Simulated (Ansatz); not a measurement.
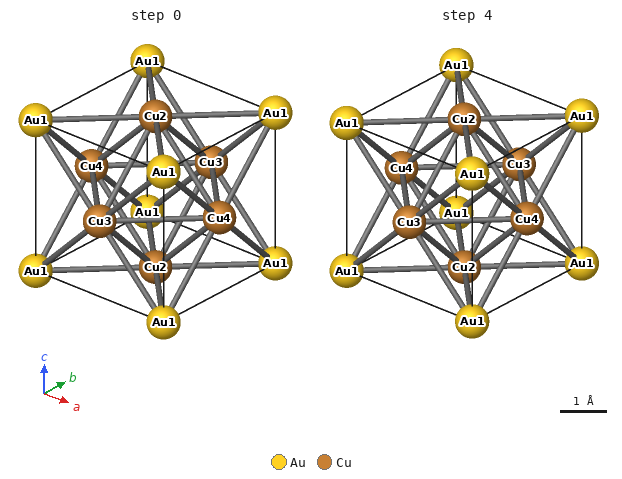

The structure of crystalline Cu₃Au (set up in Pm-3m) before (left) and after (right) a relaxation, at one scale.

A ball-and-stick model of the cell of the calculation, seen from a free direction.

The run lets cell and atoms move.

Level of theory: Kohn-Sham DFT of a periodic cell, LDA, Ansatz PAW (Ansatz).

Input
```yaml
crystal:
  lattice:
    - [3.74, 0.0, 0.0]
    - [0.0, 3.74, 0.0]
    - [0.0, 0.0, 3.74]
  atoms:
    - { symbol: Au, position: [0.0, 0.0, 0.0] }
    - { symbol: Cu, position: [0.5, 0.5, 0.0] }
    - { symbol: Cu, position: [0.5, 0.0, 0.5] }
    - { symbol: Cu, position: [0.0, 0.5, 0.5] }
hamiltonian:
  xc: lda
  pseudopotentials: { kind: paw }
kpoints:
  mp_grid: { grid: [7, 7, 7] }
scf:
  occupations: { method: fermi_dirac, width: 0.05 }
output:
  forces: true
  stress: true
  eigenvalues: true
  write_density: true
  write_potential: true
  elf: true
  volumetric_format: npy
relax:
  f_tol: 0.01
  max_steps: 40
  cell: { stress_tol: 0.05 }
```

Launched with:
```bash
ansatz run input.yaml --threads 2 --pin off --max-ram 5632MiB --backend cpu --events-out ev --progress --plain --runs-dir out
```

**Describe what moved and what it gained.**

The atoms keep their places relative to the cell (all moves are under 0.005 Å). Cell: a = b = c 3.740 → 3.670 Å (−1.9 %). Volume −5.5 %. Some distances before and after: Cu2–Cu3 2.645 → 2.595 Å, Au1–Cu2 2.645 → 2.595 Å. The space group stays Pm-3m (No. 221). After 3 accepted moves (4 points after the start) the energy has fallen by 87.6 meV per cell of the calculation. All forces vanish by symmetry, so only the cell relaxes. Pressure: −9.25 GPa at the start and 0.01 GPa at the end. The SCF was repeated once at an unchanged geometry on a basis and grid sized afresh for the cell, which shifted the energy by 1.6 meV per cell of the calculation at most.
